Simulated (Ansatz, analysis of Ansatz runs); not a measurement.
## Interstitial N in bcc Mo, hop from an octahedral to the next octahedral site: migration barrier, PBE-D3(BJ)

How near does this set-up come to the measured migration barrier? Subject: interstitial N in bcc Mo, hop from an octahedral to the next octahedral site. Set-up: PBE-D3(BJ), 32-site cell, PBE-D3(BJ) lattice, 420 eV, k: 4x4x4 Gamma-centred. The model is a cell of 32 host atoms with 1 N put in. The barrier is the energy of the highest image of a climbing band over the relaxed site that the atom leaves.

Measured beforehand: Migration barrier: 1.2 eV (quoted in “Ab-initio study of the transition pathways for single and double interstitial solute (H, N, O, H-H, N-N, and O-O) within bcc refractory metals (Mo and Nb)”, 2024, H. E. Quarshie et al., quoting earlier work (1969)). Migration barrier: 1.08 eV, by activation energy from a dislocation pinning study (technique not stated) (quoted in “Ab-initio study of the transition pathways for single and double interstitial solute (H, N, O, H-H, N-N, and O-O) within bcc refractory metals (Mo and Nb)”, 2024, H. E. Quarshie et al., quoting earlier work (1963)). The calculation is set beside it at the end.

Method: plane-wave PAW DFT, PBE-D3(BJ); relaxation of all atoms of a defect supercell, in Ansatz 0.2.0.

**1. The structure**

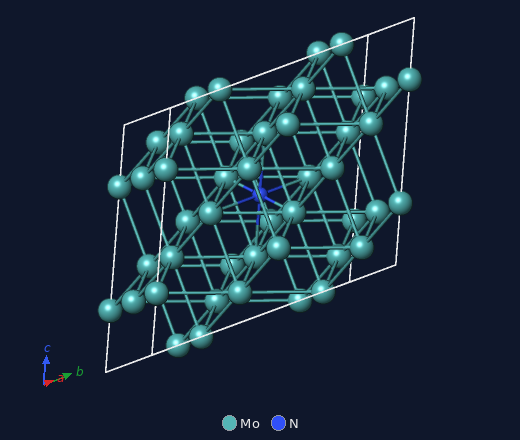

Start, viewed slightly off an axis; molybdenum teal, nitrogen blue. Some periodic images of atoms are drawn too.

The cell holds 33 atoms: 32 Mo and 1 N. Its edges and angles: a = 8.856 Å, b = 8.856 Å, c = 8.856 Å, α = 60.0°, β = 60.0°, γ = 60.0°. It derives from Mo (space group Im-3m). Nearest the centre at fractional (0.375, 0.375, 0.625): N33 at 0.00 Å, Mo7 at 1.57 Å, Mo29 at 1.57 Å, Mo8 at 2.21 Å, Mo22 at 2.21 Å, Mo4 at 2.21 Å, Mo14 at 2.21 Å, Mo13 at 3.50 Å.

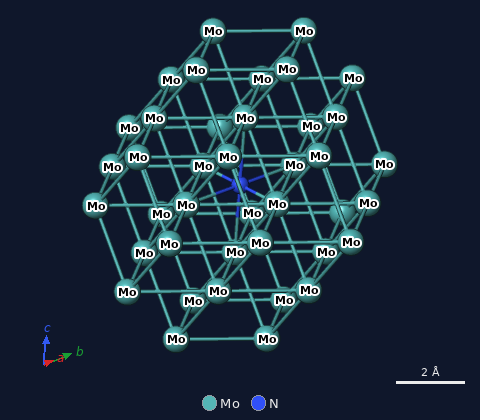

The atoms within 5 Å of the centre.

The host's primitive cell comes from a first run (plane-wave PAW DFT, PBE-D3(BJ); relaxation of the host's cell and atoms): vectors of 2.712, 2.712 and 2.712 Å. That is 15.35 Å³ an atom, 1.5 % under the diffraction cell's volume. The supercell is built on it.

**2. Relaxation, charge 0**

A barrier counts from a true minimum, so both ends of the jump are relaxed first.

Input file start/input.yaml:

```yaml
relax:
  f_tol: 0.02
  max_steps: 80
  escape_saddle: false
crystal:
  lattice:
    - [0.0, 6.26207933, 6.26207933]
    - [6.26207933, 0.0, 6.26207933]
    - [6.26207933, 6.26207933, 0.0]
  atoms:
    - { symbol: Mo, position: [0.0, 0.0, 0.0] }
    - { symbol: Mo, position: [0.125, 0.125, 0.125] }
    - { symbol: Mo, position: [0.25, 0.25, 0.25] }
    - { symbol: Mo, position: [0.375, 0.375, 0.375] }
    - { symbol: Mo, position: [0.0, 0.0, 0.5] }
    - { symbol: Mo, position: [0.125, 0.125, 0.625] }
    - { symbol: Mo, position: [0.25, 0.25, 0.75] }
    - { symbol: Mo, position: [0.375, 0.375, 0.875] }
    - { symbol: Mo, position: [0.0, 0.5, 0.0] }
    - { symbol: Mo, position: [0.125, 0.625, 0.125] }
    - { symbol: Mo, position: [0.25, 0.75, 0.25] }
    - { symbol: Mo, position: [0.375, 0.875, 0.375] }
    - { symbol: Mo, position: [0.0, 0.5, 0.5] }
    - { symbol: Mo, position: [0.125, 0.625, 0.625] }
    - { symbol: Mo, position: [0.25, 0.75, 0.75] }
    - { symbol: Mo, position: [0.375, 0.875, 0.875] }
    - { symbol: Mo, position: [0.5, 0.0, 0.0] }
    - { symbol: Mo, position: [0.625, 0.125, 0.125] }
    - { symbol: Mo, position: [0.75, 0.25, 0.25] }
    - { symbol: Mo, position: [0.875, 0.375, 0.375] }
    - { symbol: Mo, position: [0.5, 0.0, 0.5] }
    - { symbol: Mo, position: [0.625, 0.125, 0.625] }
    - { symbol: Mo, position: [0.75, 0.25, 0.75] }
    - { symbol: Mo, position: [0.875, 0.375, 0.875] }
    - { symbol: Mo, position: [0.5, 0.5, 0.0] }
    - { symbol: Mo, position: [0.625, 0.625, 0.125] }
    - { symbol: Mo, position: [0.75, 0.75, 0.25] }
    - { symbol: Mo, position: [0.875, 0.875, 0.375] }
    - { symbol: Mo, position: [0.5, 0.5, 0.5] }
    - { symbol: Mo, position: [0.625, 0.625, 0.625] }
    - { symbol: Mo, position: [0.75, 0.75, 0.75] }
    - { symbol: Mo, position: [0.875, 0.875, 0.875] }
    - { symbol: "N", position: [0.375, 0.375, 0.625] }
basis:
  ecutwfc: 420
  xc_grid: 2
hamiltonian:
  xc: pbe
  dispersion: d3bj
kpoints:
  mp_grid: { grid: [4, 4, 4] }
scf:
  occupations: { method: methfessel_paxton, width: 0.1 }
  max_iter: 120
output:
  forces: true
checkpoint:
  write: "../start.run"
  compress: false
  write_wavefunctions: true
  write_every: 100000
```

On the command line:

```
> ansatz run input.yaml --threads 4 --pin off --max-ram 14131MiB --backend cpu --events-out ev --progress --plain --runs-dir out
```

Numbers of over 12 decimals in the logs are rounded to 6 here.

What it wrote:

```text
[... repeated set-up lines and file paths are left out, and long positions are rounded to six places ...]
Engine: ansatz 0.2.0, aarch64-unknown-linux-gnu
Pseudopotentials: kind: paw
Pseudopotential: Mo, paw, valence charge 14, recommended cutoff 420 eV (normal), Mo.paw.azcp
Pseudopotential: N, paw, valence charge 5, recommended cutoff 420 eV (normal), N.paw.azcp
Functional definition: PBE
  parameter kappa = 0.804
  parameter beta = 0.066725
  exchange = pbe_x(kappa = kappa, mu = beta*pi^2/3)
  correlation = pbe_c(beta = beta)
Crystal: 33 atoms, lattice volume = 491.118 Å³
Basis set: ecut = 420 eV, 9577 PW (Γ), exchange–correlation on 120×120×120 points (8 copies of the dense FFT grid, shifted against one another)
Bands: 272, of which v1, the nominal top of the filled ones, is band 227 counted from 1 (226 counted from 0)
Symmetry: 16 space group operations
Space group: I4/mmm (ITA 139), of the structure as read, at distance tolerance 7.9e-5 Å
k-points: 13 of 64
Non-local potential: Mo, projectors of the file, l = 0: 3, l = 1: 2, l = 2: 2, l = 3: 1
Non-local potential: N, projectors of the file, l = 0: 2, l = 1: 2, l = 2: 1
PAW form: soft (Blöchl's): semilocal exchange-correlation on the pseudo side does not see the compensation charge
PAW one-centre angular grid: Mo, 590 points (default); XC on 64 Gauss nodes
PAW one-centre angular grid: N, 110 points (default); XC on 64 Gauss nodes
Initial density: superposition of atomic densities (neutral atoms: chi_scale 0, normalization atom), corrected by the library's trained network
Initial wavefunctions: pseudopotential atomic-orbital guess
Functional: x = pbe(κ = 0.804, μ = 0.219515), c = pbe(β = 0.066725)
SCF iter   1: F=—  HF=-158993.152936 eV  |F-HF|=—  |Δ(HF+E_count)|=         —  Δρ=7.60e-3  dr2=6.79e-1  ethr=1.77e-3  ⟨swp⟩=4.6  Hψ=11555  notcnv=0
preconditioner: auto → Kerker (q_TF=auto, 2.692 Å⁻¹)  [metal: Δε(μ)=0.005 eV  Ē_g=4.618 eV  σ=0.100 eV  W_gap=0.04  n_scr=168 (ndim 8)  ℏωp=23.5 eV  f_vac=0.000  D(μ)=27.20/eV (n_scr^D=258)]
SCF iter   2: F=—  HF=-158993.106447 eV  |F-HF|=—  |Δ(HF+E_count)|=   4.65e-2  S|Δr|=    0.00e0  Δρ=3.81e-3  dr2=1.73e-1  ethr=1.50e-4  ⟨swp⟩=1.0  Hψ=4069  notcnv=0  defer=1
SCF iter   3: F=—  HF=-158993.087935 eV  |F-HF|=—  |Δ(HF+E_count)|=   1.85e-2  S|Δr|=    0.00e0  Δρ=5.47e-4  dr2=2.20e-3  ethr=3.83e-5  ⟨swp⟩=2.0  Hψ=4398  notcnv=0  defer=1
SCF iter   4: F=—  HF=-158993.085407 eV  |F-HF|=—  |Δ(HF+E_count)|=   2.53e-3  S|Δr|=    0.00e0  Δρ=1.31e-4  dr2=1.03e-4  ethr=4.86e-7  ⟨swp⟩=2.1  Hψ=5853  notcnv=0  defer=1
SCF iter   5: F=-158993.085386 eV  HF=-158993.085391 eV  |F-HF|=4.65e-6  |Δ(HF+E_count)|=   1.61e-5  S|Δr|=    0.00e0  Δρ=3.28e-5  dr2=6.76e-6  ethr=2.21e-9  ⟨swp⟩=3.0  Hψ=12498  notcnv=0
SCF 1 converged in 5 iterations: F = -158993.085386 eV  dr2 = 6.76e-6
  greatest PAW one-centre occupation: 0.999 electrons in one spin orbital (limit 2), on the Mo atom at site 28 (counted from 0), in its partial waves of l = 0
relax step   1: F+E_penalty+E_count = -158993.08538632 eV  Δ(F+E_penalty+E_count) = +0.000e0 eV  max|allowed force component| = 2.005e1 eV/Å  Δτ_max = 0.0000 Å  (5 SCF iters, dr2 threshold 1.00e-5 eV, accepted)
[... the SCF cycles and remarks between the steps are left out from here to the last step ...]
relax step   2: F+E_penalty+E_count = -158997.21683238 eV  Δ(F+E_penalty+E_count) = -4.131e0 eV  max|allowed force component| = 4.529e0 eV/Å  Δτ_max = 0.1952 Å  (6 SCF iters, dr2 threshold 1.00e-4 eV, accepted)
relax step   3: F+E_penalty+E_count = -158998.43748935 eV  Δ(F+E_penalty+E_count) = -1.221e0 eV  max|allowed force component| = 1.996e0 eV/Å  Δτ_max = 0.0763 Å  (5 SCF iters, dr2 threshold 1.00e-4 eV, accepted)
relax step   4: F+E_penalty+E_count = -158998.92634340 eV  Δ(F+E_penalty+E_count) = -4.889e-1 eV  max|allowed force component| = 4.928e-1 eV/Å  Δτ_max = 0.1177 Å  (5 SCF iters, dr2 threshold 1.00e-4 eV, accepted)
relax step   5: F+E_penalty+E_count = -158998.95512149 eV  Δ(F+E_penalty+E_count) = -2.878e-2 eV  max|allowed force component| = 6.158e-2 eV/Å  Δτ_max = 0.0165 Å  (5 SCF iters, dr2 threshold 1.52e-5 eV, accepted)
SCF iter   1: F=—  HF=-158998.959666 eV  |F-HF|=—  |Δ(HF+E_count)|=         —  Δρ=6.49e-4  dr2=2.49e-3  ethr=5.36e-6  ⟨swp⟩=4.2  Hψ=7005  notcnv=0  defer=265
SCF iter   2: F=—  HF=-158998.959500 eV  |F-HF|=—  |Δ(HF+E_count)|=   1.66e-4  S|Δr|=    0.00e0  Δρ=3.80e-4  dr2=8.07e-4  ethr=5.49e-7  ⟨swp⟩=1.3  Hψ=4073  notcnv=0  defer=257
SCF iter   3: F=—  HF=-158998.959422 eV  |F-HF|=—  |Δ(HF+E_count)|=   7.77e-5  S|Δr|=    0.00e0  Δρ=4.24e-5  dr2=6.83e-6  ethr=1.78e-7  ⟨swp⟩=2.0  Hψ=4121  notcnv=0  defer=257
SCF iter   4: F=—  HF=-158998.957198 eV  |F-HF|=—  |Δ(HF+E_count)|=   2.22e-3  S|Δr|=    0.00e0  Δρ=1.28e-5  dr2=2.30e-6  ethr=1.51e-9  ⟨swp⟩=4.3  Hψ=7399  notcnv=0  defer=257
SCF iter   5: F=—  HF=-158998.957197 eV  |F-HF|=—  |Δ(HF+E_count)|=   1.86e-7  S|Δr|=    0.00e0  Δρ=3.20e-6  dr2=1.56e-7  ethr=5.07e-10  ⟨swp⟩=2.0  Hψ=4425  notcnv=0  defer=257
SCF iter   6: F=-158998.957197 eV  HF=-158998.957197 eV  |F-HF|=3.75e-9  |Δ(HF+E_count)|=   1.32e-8  S|Δr|=    0.00e0  Δρ=1.07e-6  dr2=5.51e-9  ethr=2.21e-11  ⟨swp⟩=5.0  Hψ=9483  notcnv=0
SCF 6 converged in 6 iterations: F = -158998.957197 eV  dr2 = 5.51e-9
relax step   6: F+E_penalty+E_count = -158998.95719743 eV  Δ(F+E_penalty+E_count) = -2.076e-3 eV  max|allowed force component| = 2.161e-3 eV/Å  Δτ_max = 0.0038 Å  (6 SCF iters, accepted)
NSCF: frozen V_eff on 13 k-points
the band table was solved once a step of the walk had ended and its energy, with any forces and stress, was formed, with the checks that follow a solve (12772 applications of the Hamiltonian). They found nothing against the state; [...]
SCF converged after 6 iterations
Stability not checked: this state was not tested for a lower state beside it, because cold or Methfessel-Paxton smearing, or corrected tetrahedra, fill the levels in a way that the test cannot read (fill_not_monotonic; see scf.lower_state_search)
Free energy (F): -158998.957197 eV
Harris-Foulkes:  -158998.957197 eV  (|F-HF|=3.75e-9)
Internal energy: -158998.957818 eV  (E = F + TS)
E sigma→0 (E₀):  -158998.957353 eV
Entropy (-TS):   0.000621 eV (0.019 meV/atom)
Fermi energy:    21.785636 eV
--- Per-component energies (eV) ---
  E_band       = -1427.974012
  E_kinetic    = 14296.043313
  E_local      = -24644.392390  (includes V_loc(G=0)·N_el)
  E_nonlocal   = 4616.781774
  E_hartree    = 8183.704201
  E_xc         = -5952.357397
  E_vxc        = -7432.750253  (∫ρ·V_xc dr)
  E_paw        = -102571.840855  (= ΣΔE_a)
  E_vpaw       = -4631.066242  (= ΣTr[D̂ρ^β])
  E_aug_tail   = 0.001497  (compensation charges beyond the density's cutoff)
  E_ewald      = -52903.148856
  E_disp       = -23.749106  (pairwise vdW)
  E_smearing   = 0.000621  (= −TS)
  E_closure    = -0.000000  (closes the sum)
  Σ components = -158998.957197   (vs F -158998.957197, Δ=0.00e0)
--- Forces (eV/Å), atoms counted from 1 ---
  atom   1  Mo     0.00000000     0.00000000     0.00198760
  atom   2  Mo    -0.00010798    -0.00010798    -0.00063426
  atom   3  Mo     0.00000000     0.00000000    -0.00018971
  atom   4  Mo    -0.00075817    -0.00075817    -0.00000000
  atom   5  Mo     0.00000000    -0.00000000     0.00018971
  atom   6  Mo     0.00010798     0.00010798    -0.00063426
  atom   7  Mo     0.00000000     0.00000000     0.00185189
  atom   8  Mo     0.00075817     0.00075817    -0.00000000
  atom   9  Mo     0.00119537     0.00000000    -0.00189294
  atom  10  Mo    -0.00216052     0.00216052     0.00000000
  atom  11  Mo    -0.00000000    -0.00119537     0.00189294
  atom  12  Mo    -0.00010798     0.00010798     0.00063426
  atom  13  Mo    -0.00000000    -0.00119537    -0.00189294
  atom  14  Mo     0.00075817    -0.00075817     0.00000000
  atom  15  Mo     0.00119537     0.00000000     0.00189294
  atom  16  Mo     0.00010798    -0.00010798    -0.00063426
  atom  17  Mo     0.00000000     0.00119537    -0.00189294
  atom  18  Mo     0.00216052    -0.00216052     0.00000000
  atom  19  Mo    -0.00119537     0.00000000     0.00189294
  atom  20  Mo     0.00010798    -0.00010798     0.00063426
  atom  21  Mo    -0.00119537    -0.00000000    -0.00189294
  atom  22  Mo    -0.00075817     0.00075817     0.00000000
  atom  23  Mo     0.00000000     0.00119537     0.00189294
  atom  24  Mo    -0.00010798     0.00010798    -0.00063426
  atom  25  Mo     0.00000000    -0.00000000     0.00018971
  atom  26  Mo     0.00010798     0.00010798     0.00063426
  atom  27  Mo     0.00000000     0.00000000    -0.00198760
  atom  28  Mo     0.00216052     0.00216052     0.00000000
  atom  29  Mo     0.00000000     0.00000000    -0.00185189
  atom  30  Mo    -0.00010798    -0.00010798     0.00063426
  atom  31  Mo     0.00000000    -0.00000000    -0.00018971
  atom  32  Mo    -0.00216052    -0.00216052    -0.00000000
  atom  33  N      0.00000000     0.00000000     0.00000000
  max |Σ_I F_I| component: 3.36e-18 eV/Å
--- Band table (eV; the first three rows and the last of 13) ---
  k-point 0: bands = ["-39.5569", "-39.4438", "-39.4438", "-39.4278", [... 264 left out ...] "24.0247", "24.0247", "24.0540", "24.0709"]
  k-point 1: bands = ["-39.5437", "-39.4610", "-39.4441", "-39.4238", [... 264 left out ...] "23.9632", "24.0042", "24.0381", "24.0709"]
  [... further k-points left out ...]
--- Relaxed structure (6 steps of the walk, 6 accepted, 0 SCFs on fresh bases) ---
  F+E_penalty+E_count = -158998.95719743 eV   max|allowed force component| = 2.161e-3 eV/Å
  atoms:
    - { symbol: Mo, position: [-0.006675, -0.006675, 0.006675] }
    - { symbol: Mo, position: [0.121665, 0.121665, 0.132255] }
    - { symbol: Mo, position: [0.251467, 0.251467, 0.248533] }
    - { symbol: Mo, position: [0.375, 0.375, 0.380917] }
    - { symbol: Mo, position: [-0.001467, -0.001467, 0.501467] }
    - { symbol: Mo, position: [0.121665, 0.121665, 0.624416] }
    - { symbol: Mo, position: [0.221270, 0.221270, 0.778730] }
    - { symbol: Mo, position: [0.375, 0.375, 0.869083] }
    - { symbol: Mo, position: [-0.000687, 0.499050, 0.000687] }
    - { symbol: Mo, position: [0.128521, 0.621479, 0.125] }
    - { symbol: Mo, position: [0.250950, 0.750687, 0.249313] }
    - { symbol: Mo, position: [0.374416, 0.882255, 0.371665] }
    - { symbol: Mo, position: [-0.000687, 0.499050, 0.500950] }
    - { symbol: Mo, position: [0.130917, 0.619083, 0.625] }
    - { symbol: Mo, position: [0.250950, 0.750687, 0.749050] }
    - { symbol: Mo, position: [0.375584, 0.867745, 0.878335] }
    - { symbol: Mo, position: [0.499050, -0.000687, 0.000687] }
    - { symbol: Mo, position: [0.621479, 0.128521, 0.125] }
    - { symbol: Mo, position: [0.750687, 0.250950, 0.249313] }
    - { symbol: Mo, position: [0.882255, 0.374416, 0.371665] }
    - { symbol: Mo, position: [0.499050, -0.000687, 0.500950] }
    - { symbol: Mo, position: [0.619083, 0.130917, 0.625] }
    - { symbol: Mo, position: [0.750687, 0.250950, 0.749050] }
    - { symbol: Mo, position: [0.867745, 0.375584, 0.878335] }
    - { symbol: Mo, position: [0.498533, 0.498533, 0.001467] }
    - { symbol: Mo, position: [0.628335, 0.628335, 0.117745] }
    - { symbol: Mo, position: [0.756675, 0.756675, 0.243325] }
    - { symbol: Mo, position: [0.875, 0.875, 0.378521] }
    - { symbol: Mo, position: [0.528730, 0.528730, 0.471270] }
    - { symbol: Mo, position: [0.628335, 0.628335, 0.625584] }
    - { symbol: Mo, position: [0.751467, 0.751467, 0.748533] }
    - { symbol: Mo, position: [0.875, 0.875, 0.871479] }
    - { symbol: N, position: [0.375, 0.375, 0.625000] }
```

Wall time 3.6 min (4 threads of Arm Neoverse V1, shared host); peak memory 3.4 GiB.

The steps of the relaxation:

```
step  energy less that of the first step (eV)  largest force component (eV/Å)
   1                                   0.0000                         20.0470
   2                                  -4.1314                          4.5287
   3                                  -5.3521                          1.9957
   4                                  -5.8410                          0.4928
   5                                  -5.8697                          0.0616
   6                                  -5.8718                          0.0022
```

Forces are held to the 16 operations that the run works with; a distortion that breaks them can't arise in this run.

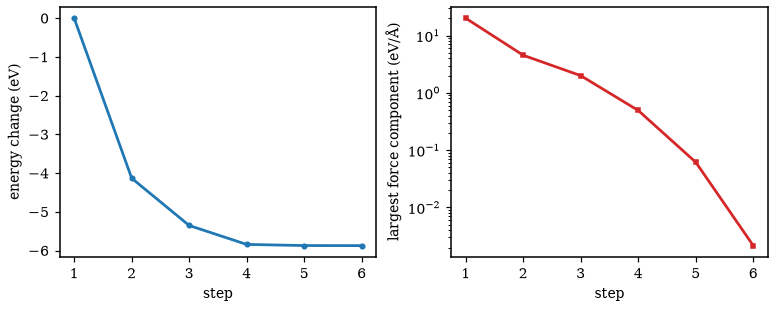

Energy and largest force along the relaxation.

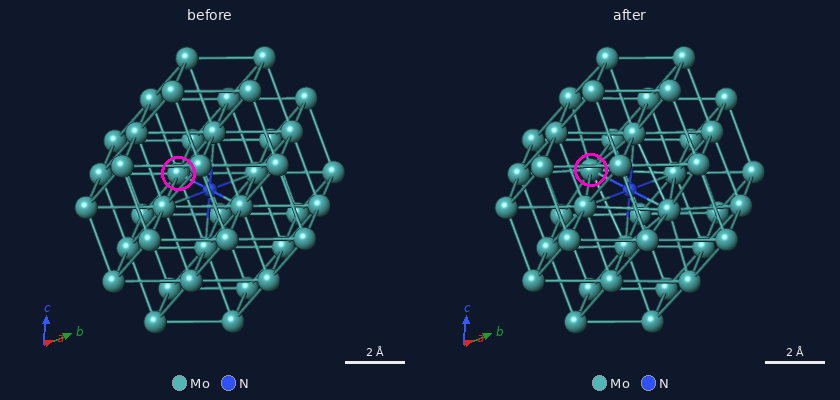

Before and after: the atoms that start within 5 Å of the centre. Mo7, which moves most, is ringed if it is among them.

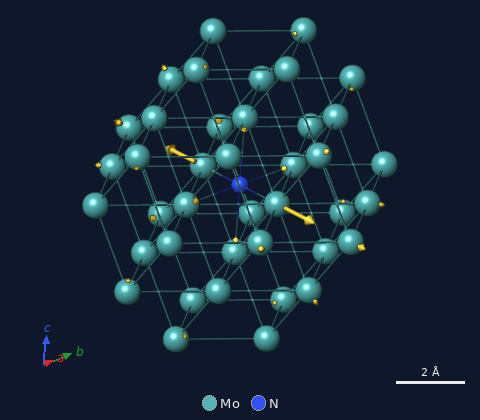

Displacements in the relaxation near the centre, exaggerated; the longest in the cell stands for 0.36 Å.

The atoms that moved most (Å):

```
atom      dx      dy      dz  length
 Mo7   0.000   0.000  -0.360   0.360
Mo29   0.000   0.000   0.360   0.360
Mo27   0.000   0.000   0.084   0.084
 Mo1   0.000   0.000  -0.084   0.084
 Mo2   0.025   0.025  -0.042   0.054
 Mo6  -0.025  -0.025  -0.042   0.054
Mo16  -0.025   0.025  -0.042   0.054
Mo24   0.025  -0.025  -0.042   0.054
```

Neighbours of N33 at the end:

```
atom  distance (Å)
 Mo7         1.925
Mo29         1.925
 Mo4         2.162
Mo22         2.162
Mo14         2.162
 Mo8         2.162
Mo11         3.504
Mo19         3.504
Mo21         3.504
Mo13         3.504
 Mo9         3.504
Mo17         3.504
Mo23         3.504
Mo15         3.504
```

Numbers from this step:

```yaml
free_energy: -158998.9572 eV
smearing_term_ts: -6.21e-4 eV
```

The series, run alike:

```
                 run    outcome  energy less the first (eV)  moment (μB)     time
relaxation, charge 0  converged                      0.0000         0.00  3.6 min
relaxation, charge 0  converged                      0.0000         0.00  3.6 min
```

The relaxation ends 178 meV an atom lower, with a largest force component of 0.0022 eV/Å.

(Part 1 of 2 ends here.)

[Logs are printed without paths, hosts, clocks, repeated set-up lines and the standing remarks that a program may print on its own settings, such as how far it seeks lower states.]

[Hosts, paths, dates, database ids (printed as entryN), source tags and the programs' standing remarks are cut or masked in the printed files.]

[For some hosts the program warned that the k-mesh of the response run may be too coarse for force constants and the static dielectric constant; such warnings are not shown here.]
